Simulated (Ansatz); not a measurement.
## Run report: SiC, geometry relaxation (part 2 of 3)

Continued. System: SiC (slab, 8 atoms in the cell). Method: DFT PBE, scalar-relativistic, plane waves, PAW, PAW set soft_1, no spin polarisation (Ansatz 0.2.0); cutoff 420 eV, 9×9×1 k-mesh, Gaussian smearing of 0.05 eV. The structure derives from an entry of the Crystallography Open Database. The input holds or restrains some coordinates. Forces given for the steps count only the free coordinates.

Geometry of the input (Å; fractional positions):
```
3.0920  0.0000  0.0000
-1.5460  2.6778  0.0000
0.0000  0.0000  22.2405
C  0.3333  0.6667  0.3147
Si 0.6667  0.3333  0.3431
C  0.6667  0.3333  0.4288
Si 0.3333  0.6667  0.4571
C  0.3333  0.6667  0.5429
Si 0.6667  0.3333  0.5712
C  0.6667  0.3333  0.6569
Si 0.3333  0.6667  0.6853
```

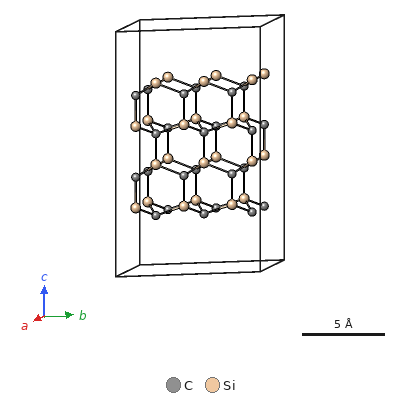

*The geometry at step 2 of the log (ball-and-stick view of the 2 × 3 repeat of the cell, with the vacuum cut short, seen slightly off an axis).*

### The program's output, continued
```
SCF iter   1: F=—  HF=-3544.406493 eV  |F-HF|=—  |Δ(HF+E_count)|=         —  Δρ=3.45e-3  dr2=3.66e-1  ethr=1.25e-3  p=0.108 e·Å  D=1.06e-1 V/Å  ΔV_dip=-2.36 eV  dr2_dipole=2.76e-1  V_vac-E_F(+/−)=4.25/6.61 eV  ⟨swp⟩=1.2  Hψ=1003  notcnv=0  defer=25
efield: sawtooth ramp at fractional position 0.9800 (handed on by an earlier solve), width 0.0400; the density the first Hamiltonian is built on has a dipole p = 0.108 e·Å; the dipole correction subtracts the counter field D = 1.06e-1 V/Å, which shifts the + side's vacuum level by -2.36 eV against the − side's; the planar-averaged density in the ramp window peaks in size at 1.2e-6 e/Å³
preconditioner: auto → LDOS  [insulator: Δε(μ)=0.065 eV  Ē_g=10.742 eV  σ=0.050 eV  W_gap=0.59  n_scr=14 (ndim 8)  ℏωp=15.5 eV  f_vac=0.464  D(μ)=5.44/eV (n_scr^D=16)  ε∞_Penn≈3.1  β→1.0]
SCF iter   2: F=—  HF=-3544.405371 eV  |F-HF|=—  |Δ(HF+E_count)|=   1.12e-3  Δρ=3.90e-3  dr2=6.66e-1  ethr=1.14e-3  p=0.113 e·Å  D=1.11e-1 V/Å  ΔV_dip=-2.47 eV  dr2_dipole=5.01e-1  V_vac-E_F(+/−)=4.19/6.66 eV  ⟨swp⟩=1.5  Hψ=276  notcnv=0  defer=25
SCF iter   3: F=—  HF=-3544.401805 eV  |F-HF|=—  |Δ(HF+E_count)|=   3.57e-3  Δρ=4.25e-4  dr2=1.76e-3  ethr=1.14e-3  p=0.109 e·Å  D=1.08e-1 V/Å  ΔV_dip=-2.39 eV  dr2_dipole=1.05e-3  V_vac-E_F(+/−)=4.24/6.63 eV  ⟨swp⟩=1.5  Hψ=277  notcnv=0  defer=25
SCF iter   4: F=—  HF=-3544.401386 eV  |F-HF|=—  |Δ(HF+E_count)|=   4.19e-4  Δρ=2.40e-4  dr2=5.24e-4  ethr=5.50e-6  p=0.109 e·Å  D=1.08e-1 V/Å  ΔV_dip=-2.39 eV  dr2_dipole=2.36e-4  V_vac-E_F(+/−)=4.24/6.63 eV  ⟨swp⟩=2.0  Hψ=502  notcnv=0  defer=25
SCF iter   5: F=—  HF=-3544.401359 eV  |F-HF|=—  |Δ(HF+E_count)|=   2.69e-5  Δρ=2.19e-4  dr2=1.35e-3  ethr=1.64e-6  p=0.109 e·Å  D=1.07e-1 V/Å  ΔV_dip=-2.39 eV  dr2_dipole=1.01e-3  V_vac-E_F(+/−)=4.24/6.63 eV  ⟨swp⟩=1.1  Hψ=264  notcnv=0  defer=25  recentre
SCF iter   6: F=—  HF=-3544.401345 eV  |F-HF|=—  |Δ(HF+E_count)|=   1.35e-5  Δρ=6.17e-5  dr2=4.31e-5  ethr=1.64e-6  p=0.109 e·Å  D=1.08e-1 V/Å  ΔV_dip=-2.39 eV  dr2_dipole=2.32e-5  V_vac-E_F(+/−)=4.24/6.63 eV  ⟨swp⟩=1.2  Hψ=266  notcnv=0  defer=25
SCF iter   7: F=—  HF=-3544.401311 eV  |F-HF|=—  |Δ(HF+E_count)|=   3.38e-5  Δρ=2.94e-5  dr2=2.08e-5  ethr=1.35e-7  p=0.110 e·Å  D=1.08e-1 V/Å  ΔV_dip=-2.39 eV  dr2_dipole=1.10e-5  V_vac-E_F(+/−)=4.24/6.63 eV  ⟨swp⟩=2.2  Hψ=384  notcnv=0  defer=25
SCF iter   8: F=—  HF=-3544.401311 eV  |F-HF|=—  |Δ(HF+E_count)|=   4.08e-7  Δρ=1.27e-5  dr2=4.64e-6  ethr=6.51e-8  p=0.110 e·Å  D=1.08e-1 V/Å  ΔV_dip=-2.39 eV  dr2_dipole=2.05e-6  V_vac-E_F(+/−)=4.24/6.63 eV  ⟨swp⟩=1.0  Hψ=265  notcnv=0  defer=25
SCF iter   9: F=—  HF=-3544.401311 eV  |F-HF|=—  |Δ(HF+E_count)|=   7.44e-9  Δρ=8.27e-6  dr2=5.78e-7  ethr=1.45e-8  p=0.110 e·Å  D=1.08e-1 V/Å  ΔV_dip=-2.39 eV  dr2_dipole=2.55e-7  V_vac-E_F(+/−)=4.24/6.63 eV  ⟨swp⟩=1.9  Hψ=332  notcnv=0  defer=25
SCF iter  10: F=—  HF=-3544.401311 eV  |F-HF|=—  |Δ(HF+E_count)|=   1.15e-8  Δρ=7.41e-6  dr2=1.10e-6  ethr=1.81e-9  p=0.109 e·Å  D=1.08e-1 V/Å  ΔV_dip=-2.39 eV  dr2_dipole=8.11e-7  V_vac-E_F(+/−)=4.24/6.63 eV  ⟨swp⟩=2.1  Hψ=413  notcnv=0  defer=25  recentre
SCF iter  11: F=-3544.401311 eV  HF=-3544.401311 eV  |F-HF|=6.32e-8  |Δ(HF+E_count)|=   8.21e-9  Δρ=3.23e-6  dr2=7.50e-8  ethr=3.13e-10  p=0.109 e·Å  D=1.08e-1 V/Å  ΔV_dip=-2.39 eV  dr2_dipole=2.46e-8  V_vac-E_F(+/−)=4.24/6.63 eV  ⟨swp⟩=20.6  Hψ=2698  notcnv=0
SCF 4 converged in 11 iterations: F = -3544.401311 eV  dr2 = 7.50e-8
relax step   4: F+E_penalty+E_count = -3544.40131099 eV  Δ(F+E_penalty+E_count) = -1.719e-3 eV  max|allowed force component| = 3.660e-2 eV/Å  Δτ_max = 0.0358 Å  (11 SCF iters, accepted)
SCF iter   1: F=—  HF=-3544.401744 eV  |F-HF|=—  |Δ(HF+E_count)|=         —  Δρ=9.66e-4  dr2=3.65e-2  ethr=4.93e-4  p=0.109 e·Å  D=1.08e-1 V/Å  ΔV_dip=-2.39 eV  dr2_dipole=2.77e-2  V_vac-E_F(+/−)=4.25/6.64 eV  ⟨swp⟩=2.0  Hψ=542  notcnv=0  defer=26
efield: sawtooth ramp at fractional position 0.9800 (handed on by an earlier solve), width 0.0400; the density the first Hamiltonian is built on has a dipole p = 0.109 e·Å; the dipole correction subtracts the counter field D = 1.08e-1 V/Å, which shifts the + side's vacuum level by -2.39 eV against the − side's; the planar-averaged density in the ramp window peaks in size at 1.2e-6 e/Å³
preconditioner: auto → LDOS  [metal: Δε(μ)=0.037 eV  Ē_g=10.725 eV  σ=0.050 eV  W_gap=0.39  n_scr=14 (ndim 8)  ℏωp=15.5 eV  f_vac=0.463  D(μ)=6.71/eV (n_scr^D=60)  β→1.0]
SCF iter   2: F=—  HF=-3544.401649 eV  |F-HF|=—  |Δ(HF+E_count)|=   9.42e-5  Δρ=7.25e-4  dr2=2.01e-2  ethr=1.14e-4  p=0.108 e·Å  D=1.06e-1 V/Å  ΔV_dip=-2.36 eV  dr2_dipole=1.52e-2  V_vac-E_F(+/−)=4.26/6.62 eV  ⟨swp⟩=1.3  Hψ=393  notcnv=0  defer=27
SCF iter   3: F=—  HF=-3544.401521 eV  |F-HF|=—  |Δ(HF+E_count)|=   1.28e-4  Δρ=7.00e-5  dr2=1.56e-5  ethr=6.28e-5  p=0.109 e·Å  D=1.07e-1 V/Å  ΔV_dip=-2.38 eV  dr2_dipole=2.77e-7  V_vac-E_F(+/−)=4.25/6.63 eV  ⟨swp⟩=1.3  Hψ=270  notcnv=0  defer=27
SCF iter   4: F=—  HF=-3544.401484 eV  |F-HF|=—  |Δ(HF+E_count)|=   3.67e-5  Δρ=7.00e-5  dr2=8.90e-5  ethr=4.88e-8  p=0.109 e·Å  D=1.07e-1 V/Å  ΔV_dip=-2.38 eV  dr2_dipole=6.34e-5  V_vac-E_F(+/−)=4.25/6.63 eV  ⟨swp⟩=3.2  Hψ=609  notcnv=0  defer=27
SCF iter   5: F=—  HF=-3544.401483 eV  |F-HF|=—  |Δ(HF+E_count)|=   1.40e-6  Δρ=3.98e-5  dr2=3.02e-5  ethr=4.88e-8  p=0.109 e·Å  D=1.07e-1 V/Å  ΔV_dip=-2.38 eV  dr2_dipole=2.19e-5  V_vac-E_F(+/−)=4.25/6.63 eV  ⟨swp⟩=1.0  Hψ=261  notcnv=0  defer=27
SCF iter   6: F=—  HF=-3544.401483 eV  |F-HF|=—  |Δ(HF+E_count)|=   2.97e-7  Δρ=2.02e-5  dr2=1.01e-5  ethr=4.88e-8  p=0.109 e·Å  D=1.07e-1 V/Å  ΔV_dip=-2.38 eV  dr2_dipole=7.57e-6  V_vac-E_F(+/−)=4.25/6.63 eV  ⟨swp⟩=1.0  Hψ=261  notcnv=0  defer=27
SCF iter   7: F=—  HF=-3544.401483 eV  |F-HF|=—  |Δ(HF+E_count)|=   6.48e-8  Δρ=5.87e-6  dr2=3.61e-7  ethr=3.15e-8  p=0.109 e·Å  D=1.07e-1 V/Å  ΔV_dip=-2.38 eV  dr2_dipole=1.57e-7  V_vac-E_F(+/−)=4.25/6.63 eV  ⟨swp⟩=1.0  Hψ=261  notcnv=0  defer=27
SCF iter   8: F=-3544.401483 eV  HF=-3544.401483 eV  |F-HF|=2.91e-8  |Δ(HF+E_count)|=   2.63e-8  Δρ=2.81e-6  dr2=4.00e-8  ethr=3.13e-10  p=0.109 e·Å  D=1.07e-1 V/Å  ΔV_dip=-2.38 eV  dr2_dipole=8.90e-10  V_vac-E_F(+/−)=4.25/6.63 eV  ⟨swp⟩=18.8  Hψ=2638  notcnv=0
SCF 5 converged in 8 iterations: F = -3544.401483 eV  dr2 = 4.00e-8
relax step   5: F+E_penalty+E_count = -3544.40148271 eV  Δ(F+E_penalty+E_count) = -1.717e-4 eV  max|allowed force component| = 2.779e-3 eV/Å  Δτ_max = 0.0078 Å  (8 SCF iters, accepted)
```

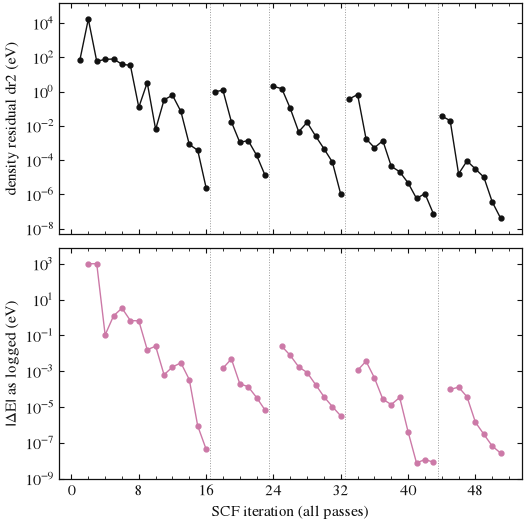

*Convergence of the self-consistent field: density residual dr2 and size of the energy change against the SCF iteration. The dotted lines part the SCF passes of the relaxation: geometry steps, rejected trials and re-solves on a re-selected basis.*

The 5 passes take 7 to 16 iterations each, 51 in all.

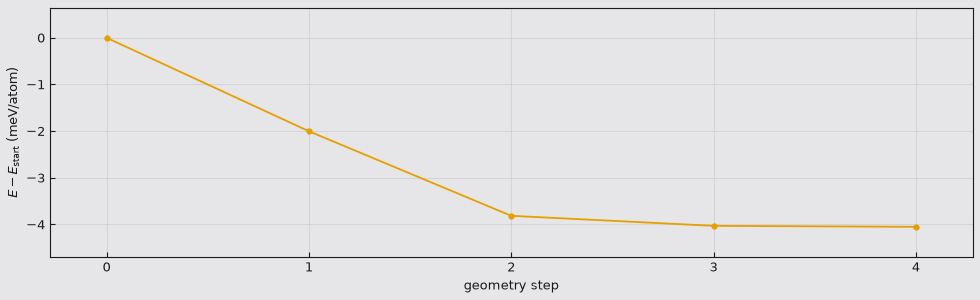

*Progress of the restrained relaxation, step by step (the first geometry is step 0 here and step 1 in the log).*

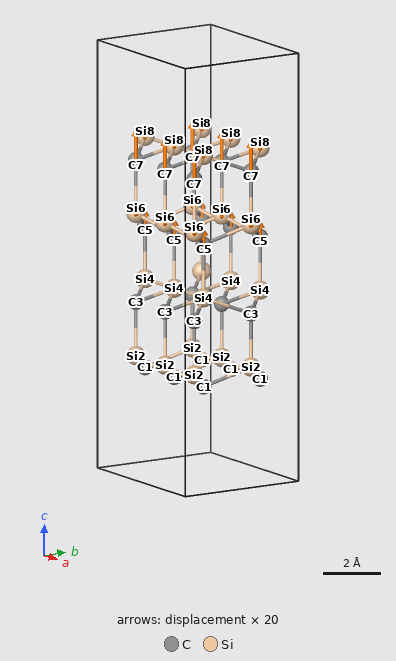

*The starting structure with the displacements as orange arrows, magnified 20 times (ball-and-stick view of the 3 × 2 repeat of the cell, with the vacuum cut short, seen slightly off an axis).*

The energy falls by 4.1 meV per atom in 4 geometry steps. The largest force component goes from 0.8 to 0.0028 eV/Å. C7 moves most: 0.057 Å. Largest moves by element: C 0.057 Å, Si 0.006 Å. The cell stays as it was. Distances before and after: Si6–C7 1.907 → 1.970 Å, Si4–C5 1.907 → 1.937 Å, C7–Si8 1.893 → 1.873 Å, C5–Si6 1.893 → 1.881 Å. (Atoms are counted from 1 in the order of the input.)

```
SCF converged after 8 iterations
Free energy (F): -3544.401483 eV
Harris-Foulkes:  -3544.401483 eV  (|F-HF|=2.91e-8)
Internal energy: -3544.393484 eV  (E = F + TS)
E sigma→0 (E₀):  -3544.397483 eV
Entropy (-TS):   -0.007999 eV (-1.000 meV/atom)
Fermi energy:    1.733316 eV
Dipole field:    D = 0.107092 V/Å  (p = 0.108982 e·Å, saw-weighted, corrected)
Work function:   Φ+ = 4.2493 eV   Φ− = 6.6311 eV
Levels:          The Fermi level and band energies are counted from a zero that moves with the ramp; work functions are not
--- Per-component energies (eV) ---
  E_band       = -154.318348
  E_kinetic    = 521.486775
  E_local      = -12833.700594  (includes V_loc(G=0)·N_el)
  E_nonlocal   = 181.728169
  E_hartree    = 6220.274086
  E_xc         = -417.658156
  E_vxc        = -427.976819  (∫ρ·V_xc dr)
  E_paw        = -2445.497186  (= ΣΔE_a)
  E_vpaw       = -36.389752  (= ΣTr[D̂ρ^β])
  E_aug_tail   = 0.000212  (compensation charges beyond the density's cutoff)
  E_efield     = 0.005836  (sawtooth field / dipole correction)
  E_vefield    = -0.020098  (∫n·V_field dr)
  E_ewald      = 5228.967374
  E_smearing   = -0.007999  (= −TS)
  E_closure    = 0.000000  (closes the sum)
  Σ components = -3544.401483   (vs F -3544.401483, Δ=0.00e0)
--- Forces (eV/Å), atoms counted from 1 ---
  atom   1  C      0.00000000    -0.00000000     2.40933761
  atom   2  Si    -0.00000000     0.00000000    -3.02131275
  atom   3  C      0.00000000     0.00000000     1.29181738
  atom   4  Si    -0.00000000    -0.00000000    -0.68219415
  atom   5  C     -0.00000000    -0.00000000    -0.00159342
  atom   6  Si     0.00000000     0.00000000     0.00277946
  atom   7  C      0.00000000     0.00000000     0.00195666
  atom   8  Si     0.00000000    -0.00000000    -0.00093309
  max |Σ_I F_I| component: 1.42e-4 eV/Å
--- Band table (eV; the first three rows and the last of 12) ---
  k-point 0: bands = ["-14.6628", "-13.6480", "-12.5478", "-10.8104", "-6.9791", "-4.6364", "-2.0150", "-0.8653", "-0.8653", "-0.2845", "-0.2845", "0.3906", "0.3906", "1.0939", "1.9067", "1.9067", "1.9333", "5.4136", "5.8022", "6.3828", "7.1950", "7.1950", "7.3158", "7.4914"]
  k-point 1: bands = ["-14.4538", "-13.4434", "-12.3507", "-10.6113", "-6.8038", "-4.5090", "-2.0844", "-1.8293", "-1.1702", "-1.0872", "-0.5795", "-0.5306", "0.1606", "0.9207", "1.3890", "1.6809", "1.9631", "5.7860", "6.0282", "6.6095", "6.8121", "7.5459", "7.6965", "7.7096"]
  k-point 2: bands = ["-13.8387", "-12.8437", "-11.7782", "-10.0322", "-6.3512", "-4.5303", "-3.6197", "-3.2799", "-2.3574", "-1.7920", "-1.6060", "-1.0761", "-0.6477", "-0.3513", "1.1771", "1.6073", "1.8342", "4.7918", "5.6090", "6.3665", "6.6143", "7.2535", "7.6934", "8.3285"]
  k-point 11: bands = ["-10.6065", "-10.4377", "-9.7993", "-7.9733", "-6.9870", "-6.7428", "-5.9302", "-5.7954", "-4.9957", "-4.7921", "-4.0704", "-2.6736", "-2.4901", "-2.3375", "-1.1125", "1.7490", "2.1310", "3.6695", "5.5664", "6.1784", "7.3489", "7.4390", "8.6632", "8.7105"]
--- Relaxed structure (5 steps of the walk, 5 accepted, 0 SCFs on fresh bases) ---
  F+E_penalty+E_count = -3544.40148271 eV   max|allowed force component| = 2.779e-3 eV/Å
  atoms:
    - { symbol: C, position: [0.33333333333333326, 0.6666666666666666, 0.3147406416] }
    - { symbol: Si, position: [0.6666666666666667, 0.3333333333333333, 0.3430584306] }
    - { symbol: C, position: [0.6666666666666667, 0.3333333333333333, 0.4288076175] }
    - { symbol: Si, position: [0.33333333333333326, 0.6666666666666666, 0.4571254065] }
    - { symbol: C, position: [0.33333333333333326, 0.6666666666666666, 0.5442391037662201] }
    - { symbol: Si, position: [0.6666666666666667, 0.3333333333333333, 0.5709012796880045] }
    - { symbol: C, position: [0.6666666666666667, 0.3333333333333333, 0.6594869516529551] }
    - { symbol: Si, position: [0.33333333333333326, 0.6666666666666666, 0.6849751899853885] }
```

### Trajectory as extended XYZ (Å, eV, eV/Å), 5 frames, from step=1 to step=5
```
8
Lattice="3.0920 0.0000 0.0000 -1.5460 2.6778 0.0000 0.0000 0.0000 22.2405" Properties=species:S:1:pos:R:3:forces:R:3 step=1 energy=-3544.36908
C     0.0000    1.7852    7.0000    0.0000   0.0000   2.4064
Si    1.5460    0.8926    7.6298    0.0000   0.0000  -2.9451
C     1.5460    0.8926    9.5369    0.0000   0.0000   1.0662
Si    0.0000    1.7852   10.1667    0.0000   0.0000  -0.7298
C     0.0000    1.7852   12.0738    0.0000   0.0000   0.4823
Si    1.5460    0.8926   12.7036    0.0000   0.0000  -0.7433
C     1.5460    0.8926   14.6107    0.0000   0.0000   0.8013
Si    0.0000    1.7852   15.2405    0.0000   0.0000  -0.3373
8
Lattice="3.0920 0.0000 0.0000 -1.5460 2.6778 0.0000 0.0000 0.0000 22.2405" Properties=species:S:1:pos:R:3:forces:R:3 step=2 energy=-3544.38510
C     0.0000    1.7852    7.0000    0.0000   0.0000   2.4089
Si    1.5460    0.8926    7.6298    0.0000   0.0000  -2.9727
C     1.5460    0.8926    9.5369    0.0000   0.0000   1.1315
Si    0.0000    1.7852   10.1667    0.0000   0.0000  -0.7483
C     0.0000    1.7852   12.0809    0.0000   0.0000   0.3074
Si    1.5460    0.8926   12.6964    0.0000   0.0000  -0.4784
C     1.5460    0.8926   14.6194    0.0000   0.0000   0.5747
Si    0.0000    1.7852   15.2303    0.0000   0.0000  -0.2243
8
Lattice="3.0920 0.0000 0.0000 -1.5460 2.6778 0.0000 0.0000 0.0000 22.2405" Properties=species:S:1:pos:R:3:forces:R:3 step=3 energy=-3544.39959
C     0.0000    1.7852    7.0000    0.0000   0.0000   2.4101
Si    1.5460    0.8926    7.6298    0.0000   0.0000  -3.0175
C     1.5460    0.8926    9.5369    0.0000   0.0000   1.3045
Si    0.0000    1.7852   10.1667    0.0000   0.0000  -0.5452
C     0.0000    1.7852   12.1136    0.0000   0.0000   0.0288
Si    1.5460    0.8926   12.7162    0.0000   0.0000  -0.0962
C     1.5460    0.8926   14.6911    0.0000   0.0000  -0.0201
Si    0.0000    1.7852   15.2622    0.0000   0.0000  -0.0646
8
Lattice="3.0920 0.0000 0.0000 -1.5460 2.6778 0.0000 0.0000 0.0000 22.2405" Properties=species:S:1:pos:R:3:forces:R:3 step=4 energy=-3544.40131
C     0.0000    1.7852    7.0000    0.0000   0.0000   2.4087
Si    1.5460    0.8926    7.6298    0.0000   0.0000  -3.0226
C     1.5460    0.8926    9.5369    0.0000   0.0000   1.2908
Si    0.0000    1.7852   10.1667    0.0000   0.0000  -0.7250
C     0.0000    1.7852   12.1015    0.0000   0.0000  -0.0029
Si    1.5460    0.8926   12.6918    0.0000   0.0000   0.0366
C     1.5460    0.8926   14.6622    0.0000   0.0000  -0.0112
Si    0.0000    1.7852   15.2264    0.0000   0.0000   0.0256
8
Lattice="3.0920 0.0000 0.0000 -1.5460 2.6778 0.0000 0.0000 0.0000 22.2405" Properties=species:S:1:pos:R:3:forces:R:3 step=5 energy=-3544.40148
C     0.0000    1.7852    7.0000    0.0000   0.0000   2.4093
Si    1.5460    0.8926    7.6298    0.0000   0.0000  -3.0213
C     1.5460    0.8926    9.5369    0.0000   0.0000   1.2918
Si    0.0000    1.7852   10.1667    0.0000   0.0000  -0.6822
C     0.0000    1.7852   12.1042    0.0000   0.0000  -0.0016
Si    1.5460    0.8926   12.6971    0.0000   0.0000   0.0028
C     1.5460    0.8926   14.6673    0.0000   0.0000   0.0020
Si    0.0000    1.7852   15.2342    0.0000   0.0000  -0.0009
```

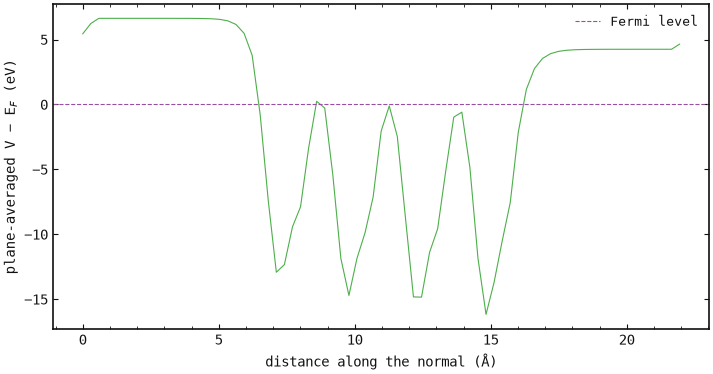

*Plane average of the electrostatic potential energy of an electron across the cell, from the Fermi level.*

The vacuum level lies 4.25 eV above the Fermi level on the upper side and 6.63 eV on the lower.

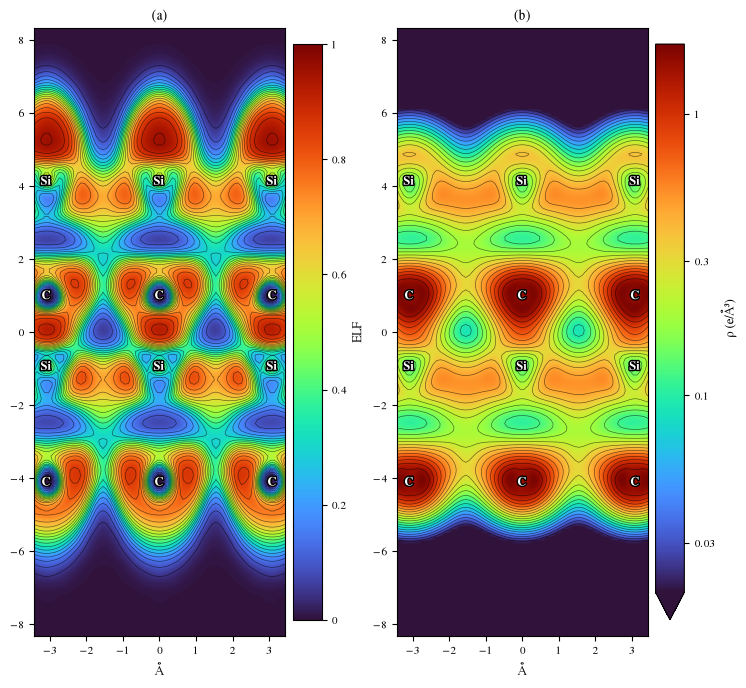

*(a) electron localisation function; (b) valence charge density (pseudo) on the (010) plane of the calculation cell, a cut from vacuum to vacuum.*

Atoms in the plane: C and Si. Si–C (1.94 Å): ρ at the midpoint is about 0.8 e/Å³; the ELF peaks at about 0.90 between the atoms, which marks a covalent bond. The density dies away to nearly zero in the vacuum. The fields are those of the smooth PAW valence density.

This output came from the following input.
